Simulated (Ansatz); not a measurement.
Start from this file.

Space group P-3m1 (No. 164). a = 4.003 Å, b = 4.003 Å, c = 4.859 Å, α = 90.00°, β = 90.00°, γ = 120.00°
```tsv
atom	site	symmetry	x	y	z
Al	1a	-3m.	0.0000	0.0000	0.0000
Al	2d	3m.	0.6667	0.3333	0.6478
Ni	2d	3m.	0.6667	0.3333	0.1456
```

Q: What does this file describe?

A: The compound is Al₃Ni₂. The space group is P-3m1 (No. 164); the lattice is primitive hexagonal. The cell comprises 1 formula unit: 3 Al, 2 Ni. Numbers of contacts at bonding distance: Al 6 to 8 (mean 7.3) and Ni 11.

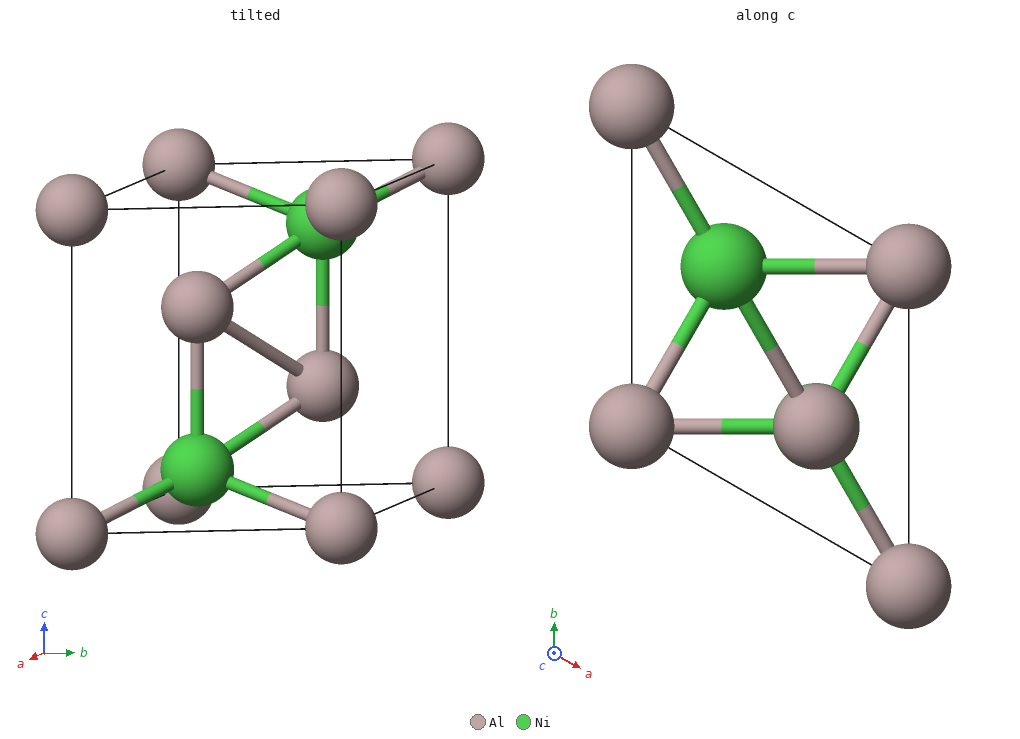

The figure gives a ball-and-stick picture of the atoms, viewed slightly off an axis and along the c axis. The wireframe shows the conventional unit cell.

The starting point was a structure listed in the Materials Project. Earlier steps of the study, as a rule a relaxation of our own, may have changed the cell and positions, so they can lie some per cent off the listed ones. It was the input of a calculation with Ansatz.
